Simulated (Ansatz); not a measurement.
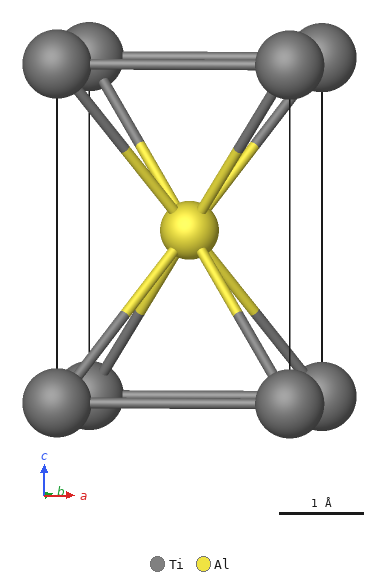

Normal modes of crystalline TiAl, space group P4/mmm (No. 123), at the zone centre. The picture is a ball-and-stick view of the cell of the calculation, seen from a free direction.

All numbers below come from DFT PBE, scalar-relativistic, plane waves, PAW in Ansatz 0.2.0.

Input
```yaml
crystal:
  lattice:
    - [2.8253914123, 0.0, 0.0]
    - [0.0, 2.8253914123, 0.0]
    - [0.0, 0.0, 4.0763368338]
  atoms:
    - { symbol: Ti, position: [0.0, 0.0, 0.0] }
    - { symbol: Al, position: [0.5, 0.5, 0.5] }
basis:
  ecutwfc: 420
kpoints:
  mp_grid: { grid: [20, 20, 14] }
hamiltonian:
  xc: pbe
scf:
  occupations: { method: fermi_dirac, width: 0.15 }
output:
  eigenvalues: true
phonons:
  method: dfpt
  eigenvectors: true
  qmesh: [4, 4, 2]
  temperatures: { t_max: 1000, t_step: 100 }
  qpath:
    path:
      - [[0.0, 0.0, 0.0], [0.0, 0.5, 0.0], [0.5, 0.5, 0.0], [0.0, 0.0, 0.0], [0.0, 0.0, 0.5], [0.0, 0.5, 0.5], [0.5, 0.5, 0.5], [0.0, 0.0, 0.5]]
      - [[0.0, 0.5, 0.0], [0.0, 0.5, 0.5]]
      - [[0.5, 0.5, 0.0], [0.5, 0.5, 0.5]]
    npoints: 8
```

Run as
```bash
ansatz run input.yaml --threads 1 --pin off --max-ram 2560MiB --backend cpu --events-out ev --progress --plain --runs-dir out
```

The frequencies depend somewhat on the k-mesh and the smearing.

**Which optical modes does it have, at what frequencies, and is it stable there?**

The calculation's cell holds 2 atoms, so there are 3 optical modes, in 2 levels. The optical modes span E_u + A₂u. No level is unstable.

```
level  symmetry  frequency (cm⁻¹)         activity
    1       E_u               260  infrared-active
    2       A₂u               302  infrared-active
```

The crystal is a metal, so free carriers screen the infrared response.

The displacement patterns (one member of each degenerate set):

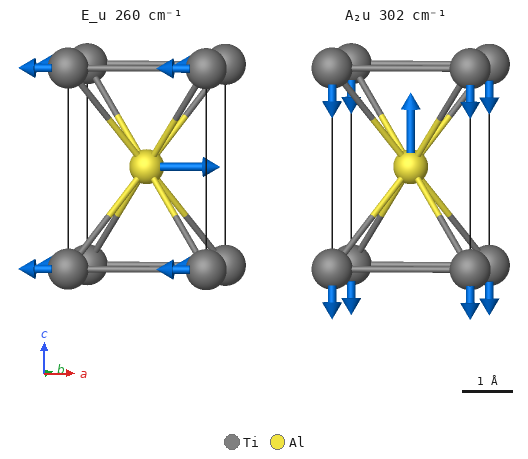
